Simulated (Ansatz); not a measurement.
Sb₂Se₃

```xyz
40
Lattice="0.0000 0.0000 -11.8263 1.1368 12.3883 0.0000 5.6421 -0.5239 0.0000" Properties=species:S:1:pos:R:3 pbc="T T T"
Se    1.6474   11.7421   -7.6326
Se    4.4685   11.4801   -1.7194
Se    3.9001    5.2860   -7.6326
Se    1.0790    5.5479   -1.7194
Se    5.5948    8.2521   -7.1503
Se    2.7738    8.5140   -1.2371
Se    2.2054    2.3199   -7.1503
Se    5.0264    2.0579   -1.2371
Se    3.5701    5.9142  -11.8200
Se    0.7491    6.1761   -5.9069
Se    1.3174   12.3703  -11.8200
Se    4.1385   12.1084   -5.9069
Se    2.4438    9.1423   -8.8760
Se    5.2649    8.8803   -2.9628
Se    4.6965    2.6861   -8.8760
Se    1.8754    2.9481   -2.9628
Sb    4.7279   10.6047   -8.1916
Sb    1.9068   10.8667   -2.2784
Sb    1.3385    4.6725   -8.1916
Sb    4.1595    4.4105   -2.2784
Sb    3.0332    7.6386   -6.5913
Sb    5.8543    7.3766   -0.6781
Sb    5.2859    1.1825   -6.5913
Sb    2.4648    1.4444   -0.6781
Sb    3.2936   10.5056  -11.1513
Sb    6.1147   10.2437   -5.2382
Sb    5.5463    4.0495  -11.1513
Sb    2.7252    4.3115   -5.2382
Sb    4.4199    7.2776   -9.5446
Sb    1.5989    7.5395   -3.6315
Sb    1.0305    1.3454   -9.5446
Sb    3.8515    1.0834   -3.6315
Se    1.1817    6.7249  -10.1048
Se    4.0028    6.4630   -4.1917
Se    3.4344    0.2688  -10.1048
Se    0.6133    0.5308   -4.1917
Se    5.6975    9.4291  -10.5911
Se    2.8764    9.6910   -4.6780
Se    2.3080    3.4969  -10.5911
Se    5.1291    3.2349   -4.6780
```

Space group Cc; built by placing these elements on a known structure type; computed pressure about 20 GPa in this cell.

All numbers below come from DFT, PAW plane waves, PBE (Ansatz 0.2.0).

Core electrons are frozen (PAW), and the valence fields are smoothed inside the atomic spheres.

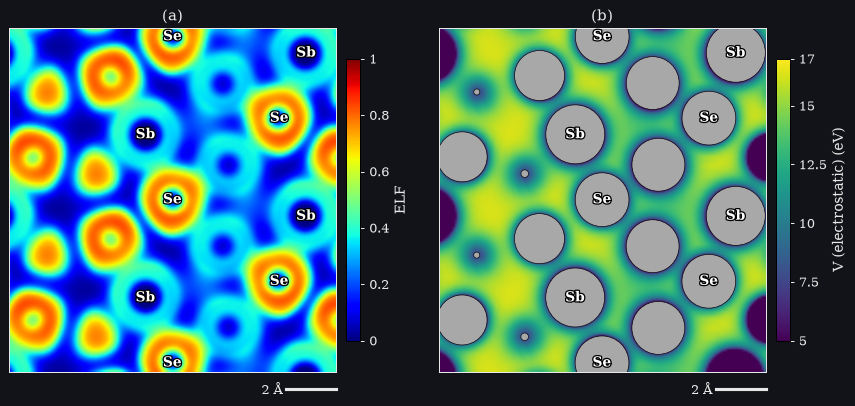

Figure 1. (a) ELF; (b) electrostatic potential (local pseudopotential plus Hartree) felt by an electron on the (101) plane of the standardised cell. Grey discs cover the atomic cores in the potential map.

**Describe what can be read from this map.**

The plane passes through Se and Sb nuclei.
Atoms just off the plane (Se, 0.4 Å away and Sb, 0.5 Å away) can leave unmarked features too.
Sb–Se (2.84 Å): the ELF is about 0.50 at the midpoint.
Outside the cores the potential energy rises away from the atoms and is highest about 2.1 Å from the nearest atoms; its zero is arbitrary.

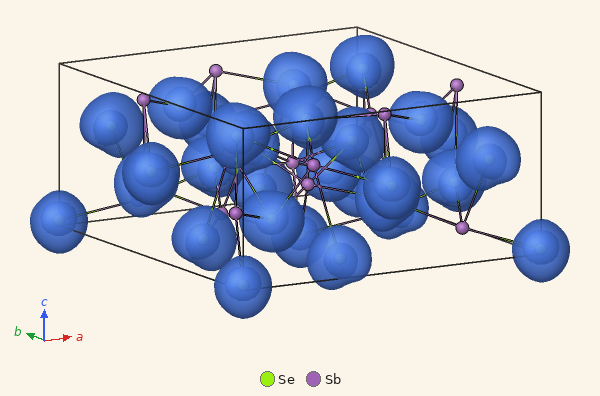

Figure 2. Isosurface of the electron localisation function at 0.7 (blue), seen at an oblique angle. Core shells and regions of very low density are left out. Sticks mark near contacts.

**What do the ELF domains correspond to?**

At this value the surface marks out 24 regions wrapped around Se (the valence shell of each), counted in one cell of 40 atoms. Regions shared between cells count once.


Sb–Se (2.69 Å): the ELF is about 0.55 at the midpoint. Sb–Se (2.79 Å): the ELF is about 0.50 at the midpoint.

**Metal or insulator at this level of theory?**

It is metallic or semimetallic at this level of theory: no gap opens.
